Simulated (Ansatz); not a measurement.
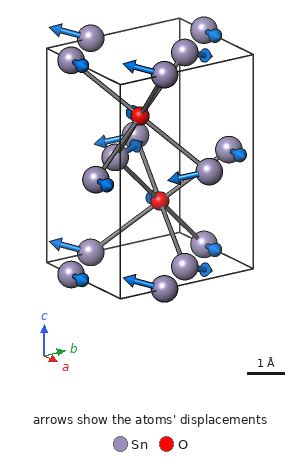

Normal modes of solid Sn3O (a generated structure) at 1.02 times its rest volume, space group P6₃22 (No. 182), at the zone centre. The optical levels lie at 145i, 134i (×2), 43i (×2), 30 (×2), 43 (×2), 63 (×2), 74, 75, 76, 77 (×2), 102, 122 (×2), 148, 160 cm⁻¹. One mode is drawn. The blue arrows are the displacements of the atoms (eigenvector over the root of the mass), of arbitrary overall length and sign. The picture is a ball-and-stick view of the cell of the calculation, seen slightly off an axis.

Level of theory: DFT PBEsol, scalar-relativistic, plane waves, PAW in Ansatz 0.2.0. Set-up: plane-wave cutoff 420 eV; k-point mesh 6 × 6 × 6; occupations fermi dirac; smearing width 0.15 eV; no spin polarisation.

The frequencies depend somewhat on the k-mesh and the smearing.

Question: To which level does it belong?

Answer: The level at 77 cm⁻¹. This is the E₁ mode (doubly degenerate; one member of the set is drawn), optical level 10 of 14, counted from below (3 lower levels are imaginary, so the structure is unstable), infrared- and Raman-active by symmetry. The kinetic energy is shared as Sn 97 %, O 3 %. The crystal is a metal, so free carriers screen the infrared response.
